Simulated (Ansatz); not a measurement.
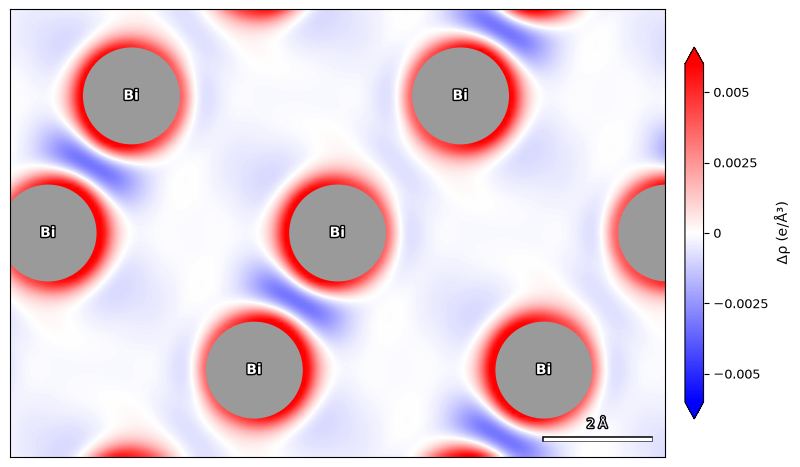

Bi: difference of two self-consistent densities at the same geometry, ρ(LDA) − ρ(PBE), on the (110) plane of the conventional cell. Grey discs cover the cores, where the PAW densities can't be compared. Cores are masked to 0.9 Å (Bi).

Space group R-3m. Spin-orbit coupling, left out here, splits and shifts the levels of such heavy elements, by tenths of an eV up to several eV.

Both runs: Ansatz, scalar-relativistic, plane waves and PAW, same cutoff, k-points and PAW files (made with PBE).

```xyz
6
Lattice="4.5350 0.0000 0.0000 -2.2675 3.9274 0.0000 0.0000 0.0000 11.8140" Properties=species:S:1:pos:R:3 pbc="T T T"
Bi    0.0000    0.0000    2.7645
Bi    2.2675    1.3091    6.7024
Bi    0.0000    2.6183   10.6405
Bi    2.2675    1.3091    1.1735
Bi    0.0000    2.6183    5.1116
Bi    0.0000    0.0000    9.0495
```

How does the change of level move the electrons?

Against PBE, and outside the masked cores, the largest gain lies at the edge of the masked core of Bi, and the largest loss, 0.003 e/Å³, lies 1.5 Å from a bismuth nucleus. At this volume the pressure is 2 GPa with PBE and −2 GPa with LDA.
